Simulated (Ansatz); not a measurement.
## Geometry relaxation of Si (part 2 of 2)

Si (Fd-3m, 2 atoms in the cell); DFT HSE06, scalar-relativistic, plane waves, PAW, no spin polarisation (Ansatz 0.2.0); cutoff 420 eV, 6×6×6 k-mesh, Gaussian smearing of 0.02 eV. The structure derives from an entry of the Crystallography Open Database.

Geometry of the input (Å; fractional positions):
```
0.0000  2.7136  2.7136
2.7136  0.0000  2.7136
2.7136  2.7136  0.0000
Si 0.7500  0.7500  0.7500
Si 0.5000  0.5000  0.5000
```

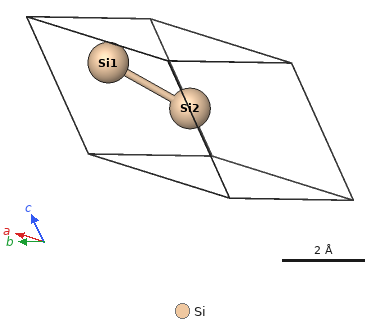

Figure 1. The geometry at step 2 of the log (ball-and-stick view of the cell of the calculation, seen at an oblique angle; atoms are numbered from 1 in the order of the input).

## The program's output, continued
```
SCF iter   1: F=—  HF=-1272.567747 eV  |F-HF|=—  |Δ(HF+E_count)|=         —  Δρ=1.02e-4  dr2=7.11e-6  ethr=2.30e-7  ⟨swp⟩=4.4  Hψ=605  notcnv=0
preconditioner: auto → none  [insulator: Δε(μ)=1.289 eV  Ē_g=10.829 eV  σ=0.020 eV  W_gap=1.00  n_scr=8 (ndim 8)  ℏωp=16.6 eV  f_vac=0.000  D(μ)=0.00/eV (n_scr^D=0)]
SCF iter   2: F=—  HF=-1272.567745 eV  |F-HF|=—  |Δ(HF+E_count)|=   2.49e-6  Δρ=3.64e-5  dr2=1.20e-6  ethr=8.08e-8  ⟨swp⟩=2.0  Hψ=192  notcnv=0
SCF iter   3: F=—  HF=-1272.567748 eV  |F-HF|=—  |Δ(HF+E_count)|=   3.86e-6  Δρ=1.92e-5  dr2=2.24e-7  ethr=9.60e-9  ⟨swp⟩=4.0  Hψ=280  notcnv=0
iter 4 solved again at ethr=7.09e-11 eV; its pass at ethr=2.55e-9 eV (dr2=5.67e-9 eV) is discarded
SCF iter   4: F=—  HF=-1272.567748 eV  |F-HF|=—  |Δ(HF+E_count)|=   9.52e-8  Δρ=4.65e-6  dr2=1.95e-8  ethr=7.09e-11  ⟨swp⟩=4.0  Hψ=449  notcnv=0
SCF iter   5: F=—  HF=-1272.567748 eV  |F-HF|=—  |Δ(HF+E_count)|=   9.34e-8  Δρ=3.43e-6  dr2=7.54e-9  ethr=7.09e-11  ⟨swp⟩=3.9  Hψ=282  notcnv=0
SCF iter   6: F=-1272.567748 eV  HF=-1272.567748 eV  |F-HF|=4.77e-12  |Δ(HF+E_count)|=   3.28e-9  Δρ=2.01e-7  dr2=5.72e-10  ethr=7.09e-11  ⟨swp⟩=3.0  Hψ=222  notcnv=0
SCF 7 stopped early in 6 iterations: F = -1272.567748 eV  dr2 = 5.72e-10
hybrid outer 1: dexx = +4.522e-6 eV, tail = 2.36e-9 eV
Exchange kernel: α = 0.2500, screened, ω = 0.2079 Å⁻¹, Wigner–Seitz truncation, v(0) = 1046.4150 eV·Å³, q-mesh 6×6×6, nearest image of the exchange supercell L = 23.08 Å, pair-density grid 20×20×20, without the augmentation charges, whose exchange is taken in its separable form by FFT convolution over the k-point mesh (sized by the pseudopotential files, 24×24×24 at the most), smooth part of the exact exchange by density-matrix convolution
Frozen-core exchange: fock
SCF iter   1: F=—  HF=-1272.567748 eV  |F-HF|=—  |Δ(HF+E_count)|=         —  Δρ=5.65e-7  dr2=1.47e-10  ethr=1.47e-10  ⟨swp⟩=7.0  Hψ=494  notcnv=0
preconditioner: auto → none  [insulator: Δε(μ)=1.290 eV  Ē_g=10.829 eV  σ=0.020 eV  W_gap=1.00  n_scr=8 (ndim 8)  ℏωp=16.6 eV  f_vac=0.000  D(μ)=0.00/eV (n_scr^D=0)]
SCF iter   2: F=-1272.567748 eV  HF=-1272.567748 eV  |F-HF|=1.82e-12  |Δ(HF+E_count)|=  2.32e-11  Δρ=1.67e-7  dr2=7.02e-12  ethr=1.37e-12  ⟨swp⟩=3.1  Hψ=256  notcnv=0
SCF 8 converged in 2 iterations: F = -1272.567748 eV  dr2 = 7.02e-12
  Residual-converged pass: ⟨swp⟩=4.0  Hψ=315  notcnv=0  max |occ|·‖R‖ = 7.5e-9 eV (tolerance 1.0e-8 eV)  dr2=7.08e-12  dr2_onsite=1.41e-13  max |Δocc| = 0.0e0
hybrid outer 2: dexx = +3.839e-11 eV, tail = 1.47e-11 eV, Δε = 1.53e-5 eV (about 1.33e-6 eV left of the loop's levels)
relax step   3: F+E_penalty+E_count = -1272.56774846 eV  Δ(F+E_penalty+E_count) = -1.795e-5 eV  max|allowed force component| = 8.789e-17 eV/Å  Δτ_max = 0.0000 Å  P = +0.002 GPa  Ω = 40.263 Å³  energy of the carried Pulay correction = -4.472e-5 eV  (8 SCF iters, accepted)
Exchange kernel: α = 0.2500, screened, ω = 0.2079 Å⁻¹, Wigner–Seitz truncation, v(0) = 1046.4150 eV·Å³, q-mesh 6×6×6, nearest image of the exchange supercell L = 23.08 Å, pair-density grid 20×20×20, without the augmentation charges, whose exchange is taken in its separable form by FFT convolution over the k-point mesh (sized by the pseudopotential files, 24×24×24 at the most), smooth part of the exact exchange by density-matrix convolution
Frozen-core exchange: fock
iter 1 solved again at ethr=1.00e-12 eV; its pass at ethr=1.00e-1 eV (dr2=1.78e-11 eV) is discarded
SCF iter   1: F=—  HF=-1272.567782 eV  |F-HF|=—  |Δ(HF+E_count)|=         —  Δρ=3.65e-6  dr2=4.84e-10  ethr=1.00e-12  ⟨swp⟩=18.1  Hψ=1483  notcnv=7  reapply=1
preconditioner: auto → none  [insulator: Δε(μ)=1.468 eV  Ē_g=11.235 eV  σ=0.020 eV  W_gap=1.00  n_scr=8 (ndim 8)  ℏωp=16.6 eV  f_vac=0.000  D(μ)=0.00/eV (n_scr^D=0)]
SCF iter   2: F=—  HF=-1272.567783 eV  |F-HF|=—  |Δ(HF+E_count)|=   5.00e-9  Δρ=1.84e-6  dr2=1.56e-10  ethr=1.00e-12  ⟨swp⟩=3.0  Hψ=256  notcnv=0
SCF iter   3: F=-1272.567783 eV  HF=-1272.567783 eV  |F-HF|=2.50e-12  |Δ(HF+E_count)|=   1.76e-9  Δρ=1.65e-8  dr2=4.88e-13  ethr=1.00e-12  ⟨swp⟩=3.0  Hψ=256  notcnv=0
SCF 9 converged in 3 iterations: F = -1272.567783 eV  dr2 = 4.88e-13
hybrid outer 1: dexx = +8.261e-9 eV, tail = 8.26e-9 eV
Exchange kernel: α = 0.2500, screened, ω = 0.2079 Å⁻¹, Wigner–Seitz truncation, v(0) = 1046.4150 eV·Å³, q-mesh 6×6×6, nearest image of the exchange supercell L = 23.08 Å, pair-density grid 20×20×20, without the augmentation charges, whose exchange is taken in its separable form by FFT convolution over the k-point mesh (sized by the pseudopotential files, 24×24×24 at the most), smooth part of the exact exchange by density-matrix convolution
Frozen-core exchange: fock
SCF iter   1: F=—  HF=-1272.567783 eV  |F-HF|=—  |Δ(HF+E_count)|=         —  Δρ=3.42e-8  dr2=2.16e-13  ethr=2.50e-12  ⟨swp⟩=15.8  Hψ=858  notcnv=3
preconditioner: auto → none  [insulator: Δε(μ)=1.291 eV  Ē_g=10.832 eV  σ=0.020 eV  W_gap=1.00  n_scr=8 (ndim 8)  ℏωp=16.6 eV  f_vac=0.000  D(μ)=0.00/eV (n_scr^D=0)]
SCF iter   2: F=-1272.567783 eV  HF=-1272.567783 eV  |F-HF|=2.27e-13  |Δ(HF+E_count)|=    0.00e0  Δρ=1.53e-8  dr2=3.12e-14  ethr=1.00e-12  ⟨swp⟩=2.0  Hψ=192  notcnv=0
SCF 10 converged in 2 iterations: F = -1272.567783 eV  dr2 = 3.12e-14
  Residual-converged pass: ⟨swp⟩=3.1  Hψ=257  notcnv=0  max |occ|·‖R‖ = 7.5e-9 eV (tolerance 1.0e-8 eV)  dr2=3.20e-14  dr2_onsite=6.33e-16  max |Δocc| = 0.0e0
hybrid outer 2: dexx = +9.592e-14 eV, tail = 6.45e-14 eV, Δε = 6.13e-7 eV (about 6.13e-7 eV left of the loop's levels)
relax step   4: F+E_penalty+E_count = -1272.56778251 eV  Δ(F+E_penalty+E_count) = -3.405e-5 eV  max|allowed force component| = 5.089e-17 eV/Å  Δτ_max = 0.0000 Å  P = +0.004 GPa  Ω = 40.263 Å³  stress off target by 3.93e-3 GPa  SCF on the basis re-selected at this cell (its energy is not comparable with the rows above)  (5 SCF iters)
```

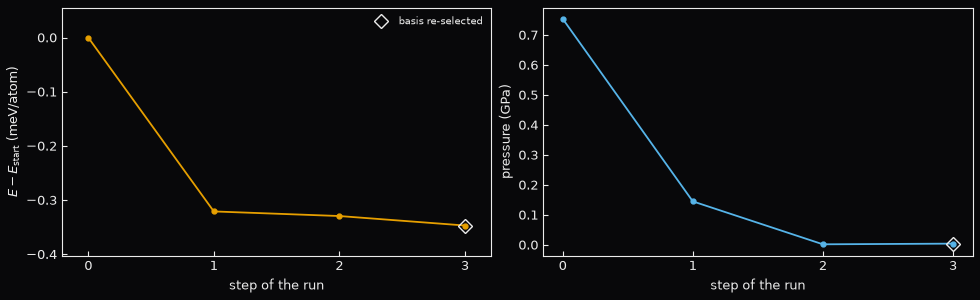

Figure 2. Progress of the relaxation, step by step (the first geometry is step 0 here and step 1 in the log). After 2 geometry steps the energy has fallen by 0.3 meV per atom. All forces vanish by symmetry, so only the cell relaxes. The pressure goes from 0.75 to 0.00 GPa. No atom moves by more than 0.005 Å relative to the cell. The volume changes by +0.8 %, with a = b = c 5.427 → 5.441 Å (+0.3 %). Distances before and after: Si1–Si2 2.350 → 2.356 Å. The space group stays Fd-3m (No. 227). A last SCF at the same geometry on a re-selected plane-wave basis shifts the energy by next to nothing (0.0 meV per atom). (Atoms are counted from 1 in the order of the input.)

```
basis re-selected at this cell: Δ(F+E_penalty+E_count) = -3.405e-5 eV, ΔP = +0.002 GPa vs the last step (what re-selecting the basis moved, of the pressure what is left beyond the Pulay correction that the steps carried, after the strain that the cell walked since its last selection, with what the two solves' SCF thresholds leave and, on support functions, any second-order correction that the steps lacked; it is no measure of the basis error at this ecutwfc). This SCF's stress stands 3.93e-3 GPa from its target on what of the cell is left free (relax.cell.stress_tol is 5.00e-2 GPa) and its largest allowed force component is 5.09e-17 eV/Å (relax.f_tol is 5.00e-3 eV/Å): within both
hybrid SCF converged: 2 outer / 5 inner (+0 warm-up), last move |dexx| = 9.59e-14 eV, tail = 6.45e-14 eV
Stability not checked: this state was not tested for a lower state beside it, because the functional holds exact exchange (a hybrid, or Hartree-Fock), whose exchange loop this test does not read (fock_operator; see scf.lower_state_search)
Free energy (F): -1272.567783 eV
Frozen-core exchange: fock
Harris-Foulkes:  -1272.567783 eV  (|F-HF|=2.27e-13)
Internal energy: -1272.567783 eV  (E = F + TS)
E sigma→0 (E₀):  -1272.567783 eV
Fermi energy:    6.481838 eV
--- Per-component energies (eV) ---
  E_band       = 2.194109
  E_kinetic    = 80.854303
  E_local      = -54.140484  (includes V_loc(G=0)·N_el)
  E_nonlocal   = 50.591278
  E_hartree    = 15.037502
  E_xc         = -89.967576
  E_vxc        = -76.353548  (∫ρ·V_xc dr)
  E_exx        = -11.165382  (= α·E_x^exact, valence–valence)
  E_paw        = -1035.547069  (= ΣΔE_a)
  E_vpaw       = -6.501692  (= ΣTr[D̂ρ^β])
  E_aug_tail   = 0.000012  (compensation charges beyond the density's cutoff)
  E_ewald      = -228.112134
  E_core_change = -0.118233  (= ΣΔE_core)
  E_smearing   = -0.000000  (= −TS)
  E_closure    = 0.000000  (closes the sum)
  Σ components = -1272.567783   (vs F -1272.567783, Δ=-2.27e-13)
--- Forces (eV/Å), atoms counted from 1 ---
  atom   1  Si    -0.00000000    -0.00000000    -0.00000000
  atom   2  Si     0.00000000     0.00000000     0.00000000
  max |Σ_I F_I| component: 1.39e-17 eV/Å
--- Stress (GPa, compression-positive) ---
        0.003925      -0.000000      -0.000000
       -0.000000       0.003925      -0.000000
       -0.000000      -0.000000       0.003925
  P = ⅓ Tr σ = 0.0039 GPa (0.039 kbar)
--- Band table (eV; the first three rows and the last of 16) ---
  k-point 0: bands = ["-7.4084", "5.8366", "5.8366", "5.8366", "9.1497", "9.1497", "9.1497", "10.0880"]
  k-point 1: bands = ["-7.0098", "3.2834", "5.3649", "5.3649", "8.9213", "9.8342", "9.8342", "12.2351"]
  k-point 2: bands = ["-5.8870", "-0.0177", "4.7555", "4.7555", "8.2918", "10.1472", "10.1472", "14.6639"]
  k-point 15: bands = ["-2.6768", "-2.6768", "1.8886", "1.8886", "9.2858", "9.2858", "13.6192", "13.6192"]
--- Relaxed structure (3 steps of the walk, 3 accepted, 1 SCFs on fresh bases) ---
  F+E_penalty+E_count = -1272.56778251 eV   max|allowed force component| = 5.089e-17 eV/Å   (the final SCF, on the basis selected at the relaxed cell)
  cell:  # Å, volume = 40.2626 Å³
    - [-4.3867968595710465e-34, 2.720345678728303, 2.720345678728303]
    - [2.720345678728303, -2.348648046412811e-34, 2.720345678728303]
    - [2.720345678728303, 2.720345678728303, -1.019074406579118e-34]
  atoms:
    - { symbol: Si, position: [0.75, 0.75, 0.75] }
    - { symbol: Si, position: [0.5, 0.5, 0.5] }
```

## Trajectory as extended XYZ (Å, eV, eV/Å), 4 frames, from step=1 to step=4
```
2
Lattice="0.0000 2.7136 2.7136 2.7136 0.0000 2.7136 2.7136 2.7136 0.0000" Properties=species:S:1:pos:R:3:forces:R:3 step=1 energy=-1272.56709 pressure_GPa=0.75
Si    4.0703    4.0703    4.0703    0.0000   0.0000   0.0000
Si    2.7136    2.7136    2.7136    0.0000   0.0000   0.0000
2
Lattice="0.0000 2.7190 2.7190 2.7190 0.0000 2.7190 2.7190 2.7190 0.0000" Properties=species:S:1:pos:R:3:forces:R:3 step=2 energy=-1272.56773 pressure_GPa=0.14
Si    4.0786    4.0786    4.0786    0.0000   0.0000   0.0000
Si    2.7190    2.7190    2.7190    0.0000   0.0000   0.0000
2
Lattice="0.0000 2.7203 2.7203 2.7203 0.0000 2.7203 2.7203 2.7203 0.0000" Properties=species:S:1:pos:R:3:forces:R:3 step=3 energy=-1272.56775 pressure_GPa=0.00
Si    4.0805    4.0805    4.0805    0.0000   0.0000   0.0000
Si    2.7203    2.7203    2.7203    0.0000   0.0000   0.0000
2
Lattice="0.0000 2.7203 2.7203 2.7203 0.0000 2.7203 2.7203 2.7203 0.0000" Properties=species:S:1:pos:R:3:forces:R:3 step=4 energy=-1272.56778 pressure_GPa=0.00
Si    4.0805    4.0805    4.0805    0.0000   0.0000   0.0000
Si    2.7203    2.7203    2.7203    0.0000   0.0000   0.0000
```

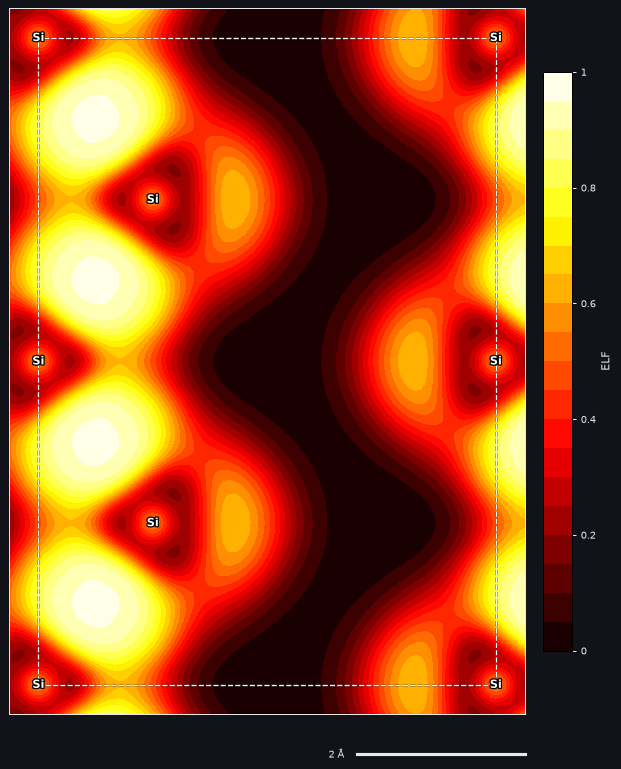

Figure 3. Electron localisation function on the (011) plane of the conventional cell. The plane passes through Si nuclei. The fields are those of the smooth PAW valence density.

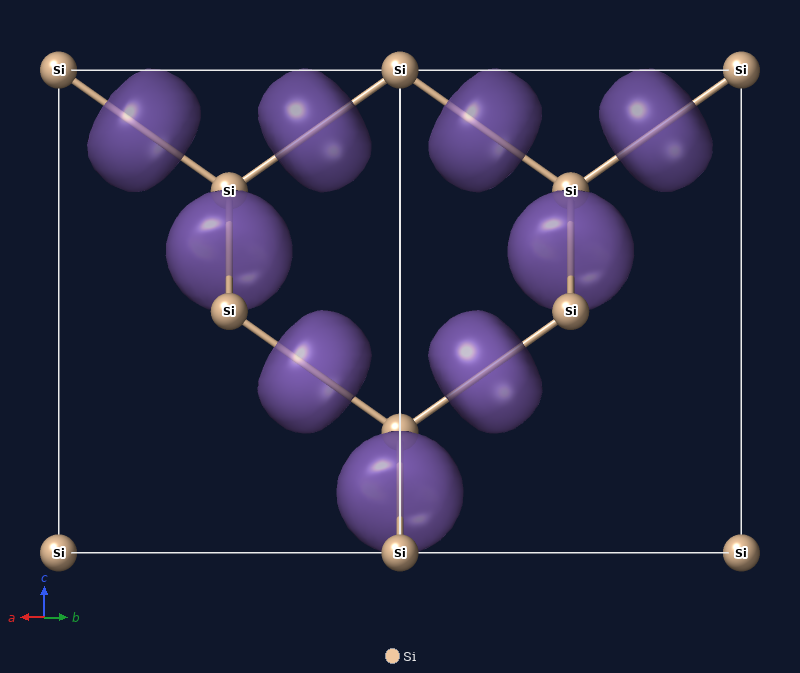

Figure 4. Isosurface of the ELF at 0.8 (purple), seen along [110]. Only the valence region is drawn (cores and ρ < 0.01 e/Å³ removed). Sticks mark near contacts. The outline is the cell set on symmetry axes. Profiles from the grid: Si–Si (2.36 Å): the ELF peaks at about 0.95 between the atoms, which marks localised, shared-pair bonding.
